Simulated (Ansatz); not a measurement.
Cu, as given below.

```cif
data_structure
_symmetry_space_group_name_H-M 'P6_3/mmc'
_symmetry_Int_Tables_number 194
_cell_length_a 2.5662
_cell_length_b 2.5662
_cell_length_c 4.2018
_cell_angle_alpha 90.000
_cell_angle_beta 90.000
_cell_angle_gamma 120.000
_cell_volume 23.96
loop_
_atom_site_label
_atom_site_type_symbol
_atom_site_symmetry_multiplicity
_atom_site_Wyckoff_symbol
_atom_site_fract_x
_atom_site_fract_y
_atom_site_fract_z
_atom_site_occupancy
Cu1 Cu 2 c 0.33333 0.66667 0.25000 1
```

It is based on the input geometry of an electronic-structure calculation (not necessarily at equilibrium); the starting structure was generated, so it need not be a known form of this composition.

Q: Predict the first 5 clear peaks of the X-ray G(r) with σ = 0.08 Å, and name the atom pairs.

A: 1. 2.57 Å: Cu–Cu at 2.57 Å
2. 3.63 Å: Cu–Cu at 3.63 Å
3. 4.44 Å: Cu–Cu at 4.44–4.45 Å
4. 4.92 Å: Cu–Cu at 4.92 Å
5. 5.74 Å: Cu–Cu at 5.74 Å

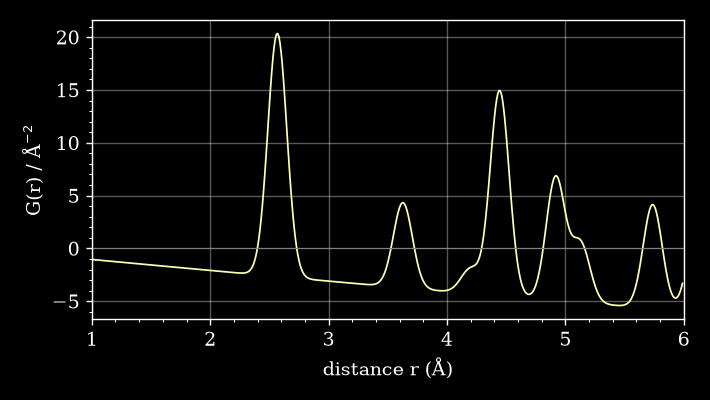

Computed X-ray G(r), with each pair weighted by the product of the atomic numbers (X-ray weights at Q = 0) and a uniform peak width σ = 0.08 Å, damped by exp(−(Q_damp r)²/2) with Q_damp = 0.060 Å⁻¹.
